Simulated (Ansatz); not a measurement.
**Run report: CuI, density-of-states calculation**

System: CuI (I4mm, 2 atoms in the cell).
Method: DFT PBE+U, scalar-relativistic, plane waves, PAW, Ueff = 5.5 eV on Cu d, no spin polarisation (Ansatz 0.2.0).

The structure derives from a Materials Project entry. It belongs to a series of runs on one base structure; here: input drawn at random. Figures and captions count atoms from 1; the log counts them from 0 in places.

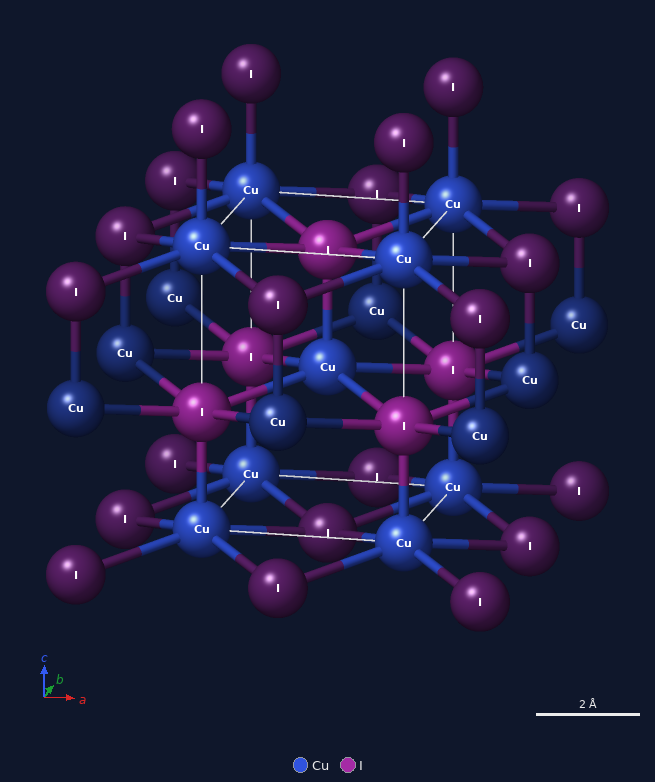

Fig. 1: The input geometry (ball-and-stick view of the cell 2 times as large as that of the calculation, set on its symmetry axes, seen slightly off an axis; neighbours outside the cell are drawn fainter). Near neighbours in the crystal (not all of them lie inside the picture): Cu has 5 I at 2.36 to 2.91 Å; I has 5 Cu at 2.36 to 2.91 Å.

Input file
```yaml
crystal:
  lattice:
    - [0.0, 2.862089, 2.862089]
    - [2.862089, 0.0, 2.862089]
    - [2.862089, 2.862089, 0.0]
  atoms:
    - { symbol: Cu, position: [0.0, 0.0, 0.0] }
    - { symbol: I, position: [0.5873487861, 0.5873487861, 0.4126512139] }
basis:
  ecutwfc: "22 Ry"
kpoints:
  mp_grid: { grid: [2, 2, 2] }
hamiltonian:
  xc: pbe
  hubbard: { sites: [{ species: Cu, l: d, u_eff: 5.5 }] }
scf:
  occupations: { method: gaussian, width: 0.1 }
output:
  forces: true
  stress: true
  eigenvalues: true
  dos: {}
```

Hardware: 1 thread of an x86-64 CPU, shared host.

Run as:
```bash
ansatz run input.yaml --threads 1 --pin off --max-ram 1331MiB --backend cpu --events-out ev --progress --plain --runs-dir out
```

The program's output
```
Warning: basis.ecutwfc = 299.325248705868 eV is below the records' recommended 420 eV, and the density's cutoff is lower with it unless basis.ecutrho_ratio is high enough to keep the records' density cutoff: compare with a run at a higher cutoff
Cu: projections on atomic orbitals take those of the free atom [Ne] 3s2 3p6 3d10 4s1, of charge +0.00 (hamiltonian.pseudopotentials.projection_atoms); the dataset's partial waves leave at most 2.0e-6 of an orbital's norm unspanned inside its sphere
I: projections on atomic orbitals take those of the free atom [Kr] 4d10 5s2 5p5, of charge +0.00 (hamiltonian.pseudopotentials.projection_atoms); the dataset's partial waves leave at most 9.4e-6 of an orbital's norm unspanned inside its sphere
Engine: ansatz 0.2.0, x86_64-unknown-linux-gnu
Pseudopotentials: kind: paw
Pseudopotential: Cu, paw, valence charge 19, recommended cutoff 420 eV (normal), Cu.paw.azcp
Pseudopotential: I, paw, valence charge 17, recommended cutoff 420 eV (normal), I.paw.azcp
Functional definition: PBE
  parameter kappa = 0.804
  parameter beta = 0.06672455060314922
  exchange = pbe_x(kappa = kappa, mu = beta*pi^2/3)
  correlation = pbe_c(beta = beta)
Crystal: 2 atoms, lattice volume = 46.890 Å³
Basis set: ecut = 299.325248705868 eV, 537 PW (Γ), exchange–correlation on 48×48×48 points (8 copies of the dense FFT grid, shifted against one another)
Bands: 22, of which v1, the nominal top of the filled ones, is band 18 counted from 1 (17 counted from 0)
Symmetry: 8 space group operations
Space group: I4mm (ITA 107), of the structure as read, at distance tolerance 3.6e-5 Å
k-points: 4 of 8
Non-local potential: Cu, projectors of the file, l = 0: 3, l = 1: 2, l = 2: 3, l = 3: 1
Non-local potential: I, projectors of the file, l = 0: 2, l = 1: 2, l = 2: 2, l = 3: 2
PAW form: soft (Blöchl's): semilocal exchange-correlation on the pseudo side does not see the compensation charge
PAW one-centre angular grid: Cu, 590 points (default); XC on 64 Gauss nodes
PAW one-centre angular grid: I, 590 points (default); XC on 64 Gauss nodes
Initial density: superposition of atomic densities (chi_scale 0.1, normalization cell, long waves kept (reshape's long-wave potential 0.00 eV rms))
Initial wavefunctions: pseudopotential atomic-orbital guess
Functional: x = pbe(κ = 0.804, μ = 0.2195149727645171), c = pbe(β = 0.06672455060314922)
SCF iter   1: F=—  HF=-14136.619609 eV  |F-HF|=—  |Δ(HF+E_count)|=         —  Δρ=8.22e-2  dr2=2.57e0  ethr=3.10e-3  ⟨swp⟩=4.5  Hψ=377  notcnv=0
preconditioner: auto → none  [insulator: Δε(μ)=0.478 eV  Ē_g=11.528 eV  σ=0.100 eV  W_gap=1.00  n_scr=14 (ndim 8)  ℏωp=23.0 eV  f_vac=0.012  D(μ)=0.03/eV (n_scr^D=0)  ε∞_Penn≈5.0]
SCF iter   2: F=—  HF=-14136.312710 eV  |F-HF|=—  |Δ(HF+E_count)|=   3.07e-1  Δρ=7.28e-2  dr2=1.48e0  ethr=3.10e-3  ⟨swp⟩=3.5  Hψ=226  notcnv=0
SCF iter   3: F=—  HF=-14135.869236 eV  |F-HF|=—  |Δ(HF+E_count)|=   4.43e-1  Δρ=1.59e-2  dr2=8.73e-2  ethr=3.10e-3  ⟨swp⟩=2.2  Hψ=168  notcnv=0
SCF iter   4: F=—  HF=-14135.853006 eV  |F-HF|=—  |Δ(HF+E_count)|=   1.62e-2  Δρ=3.18e-3  dr2=2.09e-3  ethr=2.42e-4  ⟨swp⟩=2.2  Hψ=164  notcnv=0
SCF iter   5: F=—  HF=-14135.855282 eV  |F-HF|=—  |Δ(HF+E_count)|=   2.28e-3  Δρ=1.50e-3  dr2=5.63e-4  ethr=5.81e-6  ⟨swp⟩=2.0  Hψ=120  notcnv=0
SCF iter   6: F=—  HF=-14135.855809 eV  |F-HF|=—  |Δ(HF+E_count)|=   5.27e-4  Δρ=4.42e-4  dr2=6.32e-5  ethr=1.56e-6  ⟨swp⟩=2.0  Hψ=124  notcnv=0
SCF iter   7: F=—  HF=-14135.855813 eV  |F-HF|=—  |Δ(HF+E_count)|=   4.53e-6  Δρ=7.00e-5  dr2=1.48e-6  ethr=1.75e-7  ⟨swp⟩=2.0  Hψ=144  notcnv=0
SCF iter   8: F=-14135.855813 eV  HF=-14135.855813 eV  |F-HF|=2.69e-8  |Δ(HF+E_count)|=   2.94e-7  Δρ=1.76e-5  dr2=7.69e-8  ethr=2.78e-10  ⟨swp⟩=5.0  Hψ=488  notcnv=0
SCF 1 converged in 8 iterations: F = -14135.855813 eV  dr2 = 7.69e-8
  greatest PAW one-centre occupation: 1.000 electrons in one spin orbital (limit 2), on the Cu atom at site 0 (counted from 0), in its partial waves of l = 1
SCF converged after 8 iterations
Free energy (F): -14135.855813 eV
Harris-Foulkes:  -14135.855813 eV  (|F-HF|=2.69e-8)
Internal energy: -14135.855811 eV  (E = F + TS)
E sigma→0 (E₀):  -14135.855812 eV
Entropy (-TS):   -0.000002 eV (-0.001 meV/atom)
Fermi energy:    10.123514 eV
--- Per-component energies (eV) ---
  E_band       = -795.522140
  E_kinetic    = 495.501624
  E_local      = -6895.734530  (includes V_loc(G=0)·N_el)
  E_nonlocal   = 332.895869
  E_hartree    = 3233.273373
  E_xc         = -215.396925
  E_vxc        = -241.314300  (∫ρ·V_xc dr)
  E_hubbard    = 0.121833  (on-site DFT+U / exact-exchange correction)
  E_vhub       = -27.133861  (the Hubbard potential's part of the band-sum identity)
  E_paw        = -6509.686923  (= ΣΔE_a)
  E_vpaw       = -926.295170  (= ΣTr[D̂ρ^β])
  E_aug_tail   = -0.003098  (compensation charges beyond the density's cutoff)
  E_ewald      = -4576.827034
  E_smearing   = -0.000002  (= −TS)
  E_closure    = -0.000000  (closes the sum)
  Σ components = -14135.855813   (vs F -14135.855813, Δ=0.00e0)
--- Forces (eV/Å), atoms counted from 1 ---
  atom   1  Cu    -0.00000000     0.00000000     0.84722176
  atom   2  I      0.00000000     0.00000000    -0.84725810
  max |Σ_I F_I| component: 3.63e-5 eV/Å
--- Stress (GPa, compression-positive) ---
        9.608615       0.000000       0.000000
        0.000000       9.608615      -0.000000
        0.000000       0.000000      26.105158
  P = ⅓ Tr σ = 15.1075 GPa (151.075 kbar)
--- Band table (eV) ---
  k-point 0: bands = ["-100.8692", "-58.3559", "-58.2645", "-58.2645", "-34.4151", "-34.3937", "-34.3937", "-34.3701", "-34.3685", "-3.4349", "5.4113", "5.6737", "5.6737", "5.9831", "5.9841", "9.4266", "9.4704", "9.4704", "11.7685", "17.2395", "17.2395", "17.9879"]
  k-point 1: bands = ["-100.8717", "-58.3581", "-58.2669", "-58.2663", "-34.4174", "-34.3946", "-34.3942", "-34.3728", "-34.3692", "-2.4944", "4.0929", "5.2328", "5.3850", "6.0669", "6.0859", "6.4899", "9.5873", "9.8013", "13.7029", "15.2759", "15.7138", "16.3964"]
  k-point 2: bands = ["-100.8689", "-58.3567", "-58.2652", "-58.2635", "-34.4144", "-34.3958", "-34.3910", "-34.3696", "-34.3663", "-2.3711", "5.3040", "5.3402", "5.5232", "6.1123", "6.2429", "6.4950", "7.7183", "8.0643", "10.4352", "14.6153", "21.0763", "21.2338"]
  k-point 3: bands = ["-100.8687", "-58.3550", "-58.2651", "-58.2651", "-34.4143", "-34.3911", "-34.3911", "-34.3707", "-34.3692", "-2.3581", "5.0180", "5.7370", "6.0892", "6.0892", "6.0942", "6.3680", "7.4899", "7.4899", "10.5607", "15.1496", "20.8733", "20.8733"]
Occupation matrices written to [file]
```

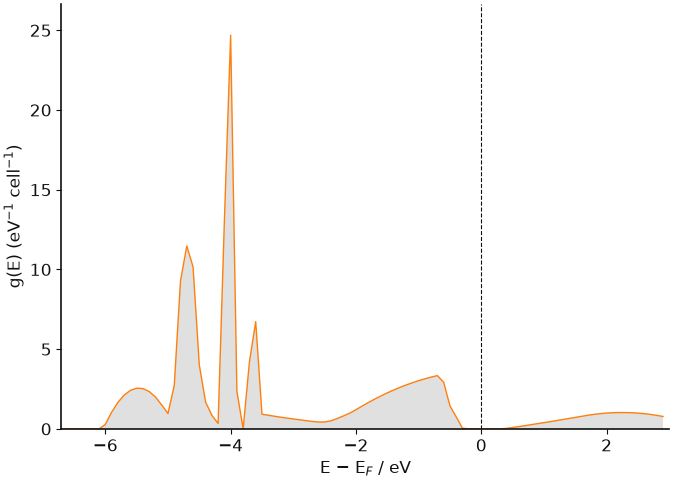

Fig. 2: Density of states, with energies from the Fermi level. There is a gap of 0.63 eV on the k-point mesh.

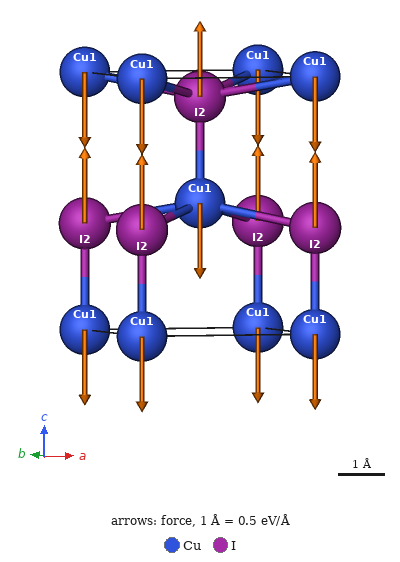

Fig. 3: Forces on the atoms as orange arrows (ball-and-stick view of the cell 2 times as large as that of the calculation, set on its symmetry axes, seen at an oblique angle; atoms are numbered from 1 in the order of the input). The largest act on I2 (0.85 eV/Å); Cu1 (0.85 eV/Å). 

Summary

- outcome: converged
- space group (tolerance 0.01 Å): I4mm (107)
- electrons treated: 36
- free energy: −14135.8558 eV
- Fermi energy: 10.124 eV
- gap on the k-point mesh: 0.63 eV
- pressure: 15.11 GPa
- largest force (length of the vector): 0.847 eV/Å
- wall time: 2.1 s
- peak memory: 0.38 GiB

The k-point mesh is coarse (a preliminary or cheap run), so energies and forces are approximate. The electronic state found may not be the lowest one. Warnings of the run: the cutoff is below the recommended one. Spin-orbit coupling is left out, which matters for I.
